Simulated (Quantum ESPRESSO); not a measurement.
# A series of single points on RbBr

System: RbBr (2 atoms in the cell).
Method: Kohn-Sham DFT of a periodic cell, PBE, SSSP 1.3 efficiency PBE, no spin polarisation (Quantum ESPRESSO 7.5).

The 7 runs differ only in the geometry, by an even scaling of the cell at fixed fractional positions. The structure derives from a Materials Project entry.

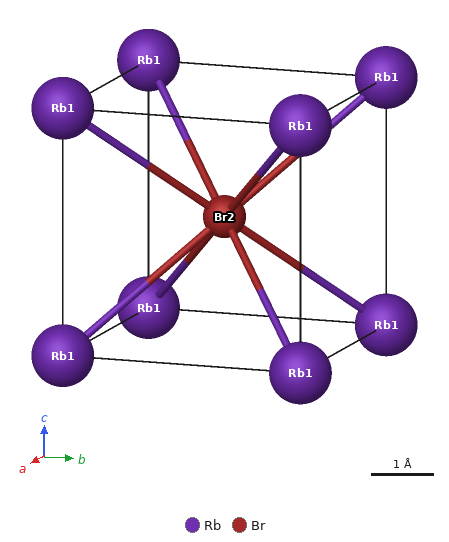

Figure 1. The structure of run 4 (ball-and-stick view of the cell of the calculation, seen slightly off an axis; atoms are numbered from 1 in the order of the input).

## Input of run 4
```
&CONTROL
  calculation = 'scf'
  prefix = 'pwscf'
  outdir = './tmp'
  pseudo_dir = './pseudo'
  tprnfor = .true.
  tstress = .true.
  disk_io = 'low'
/
&SYSTEM
  ibrav = 0
  nat = 2
  ntyp = 2
  ecutwfc = 60
  ecutrho = 440
  nbnd = 14
  occupations = 'smearing'
  smearing = 'fd'
  degauss = 0.00367493
/
&ELECTRONS
  conv_thr = 4d-10
  electron_maxstep = 120
  mixing_beta = 0.5
/
ATOMIC_SPECIES
Rb    85.4678 Rb_ONCV_PBE-1.0.oncvpsp.upf
Br    79.9040 br_pbe_v1.4.uspp.F.UPF
CELL_PARAMETERS angstrom
   4.1260773000    0.0000000000    0.0000000000
   0.0000000000    4.1260773000    0.0000000000
   0.0000000000    0.0000000000    4.1260773000
ATOMIC_POSITIONS crystal
Rb     0.0000000000    0.0000000000    0.0000000000
Br     0.5000000000    0.5000000000    0.5000000000
K_POINTS automatic
7 7 7 0 0 0
```

## File pp_density.in of run 4
```
&INPUTPP
  prefix = 'pwscf'
  outdir = './tmp'
  filplot = 'density.dat'
  plot_num = 0
/
&PLOT
  nfile = 1
  filepp(1) = 'density.dat'
  iflag = 3
  output_format = 6
  fileout = 'density.cube'
/
```

## File pp_potential.in of run 4
```
&INPUTPP
  prefix = 'pwscf'
  outdir = './tmp'
  filplot = 'potential.dat'
  plot_num = 11
/
&PLOT
  nfile = 1
  filepp(1) = 'potential.dat'
  iflag = 3
  output_format = 6
  fileout = 'potential.cube'
/
```

Command:
```bash
OMP_NUM_THREADS=1 pw.x -in pw.in > pw.out
OMP_NUM_THREADS=1 pp.x -in pp_density.in > pp_density.out
OMP_NUM_THREADS=1 pp.x -in pp_potential.in > pp_potential.out
```

Run 5 has the same physical settings and fractional positions; its lattice vectors (Å) are:
```
   4.153403    0.000000    0.000000
   0.000000    4.153403    0.000000
   0.000000    0.000000    4.153403
```

## Results, with one run withheld

| run | volume per atom (Å³) | free energy per atom, from the lowest run given (meV) | pressure (GPa) | gap on the mesh (eV) |
| --- | --- | --- | --- | --- |
| 1 | 33.015 | 22.90 | 2.08 | 4.33 |
| 2 | 33.717 | 14.82 | 1.61 | 4.25 |
| 3 | 34.420 | 8.71 | 1.18 | 4.17 |
| 4 | 35.122 | 4.35 | 0.81 | 4.10 |
| 5 | 35.825 | ? | ? | ? |
| 6 | 36.527 | 0.15 | 0.17 | 3.97 |
| 7 | 37.230 | 0.00 | −0.10 | 3.91 |

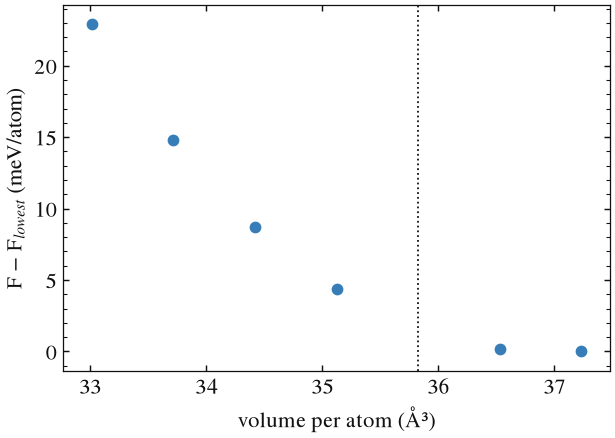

Figure 2. Free energy per atom of the runs given; the dotted line marks run 5.

Fit the runs given and predict run 5.

A cubic polynomial in V^(−2/3) (the Birch–Murnaghan form), fitted to the 6 runs given, misses them by under 0.01 meV per atom. With x = V^(−2/3) − 0.09354 Å⁻², it reads F = 5.24 + 3133.1 x + 4.692e+05 x² + 2.3479e+06 x³ (meV per atom). At run 5 it gives 1.55 meV per atom, and the run itself gives 1.55. The slope of the fit gives a pressure −dF/dV of 0.47 GPa there, and the run prints 0.47 GPa. The fit has its minimum at 36.967 Å³ per atom, where V d²F/dV² gives 13.9 GPa: the bulk modulus at this level, since symmetry fixes the shape and the positions. The gap on the mesh goes, without turning, from 4.33 eV in run 1 to 3.91 eV in run 7; run 5 has 4.04 eV. These are gaps of this functional on this mesh, which can miss the band edges; they aren't the measured gap.

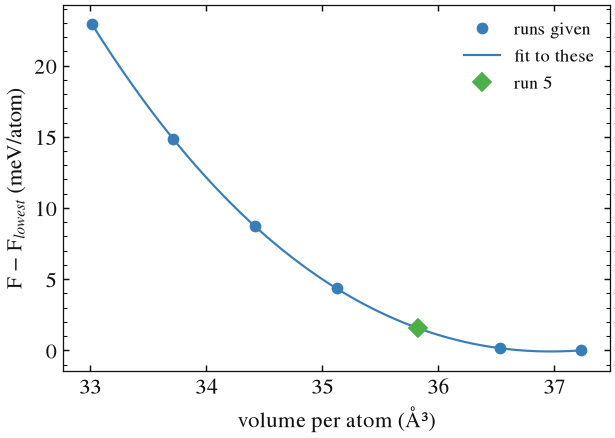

Figure 3. The fit and the withheld run.

## Some lines of the output (run 5)
```
[...]
     unit-cell volume          =     483.5138 (a.u.)^3
     number of k points=    20  Fermi-Dirac smearing, width (Ry)=  0.0037
     total energy              =     -96.01316392 Ry
     total energy              =     -96.02330419 Ry
     total energy              =     -96.02354195 Ry
     total energy              =     -96.02358754 Ry
     total energy              =     -96.02358994 Ry
     total energy              =     -96.02359016 Ry
     total energy              =     -96.02359017 Ry
     the Fermi energy is     4.2728 ev
!    total energy              =     -96.02359017 Ry
     The total energy is F=E-TS. E is the sum of the following terms:
     Computing stress (Cartesian axis) and pressure
          total   stress  (Ry/bohr**3)                   (kbar)     P=        4.70
```
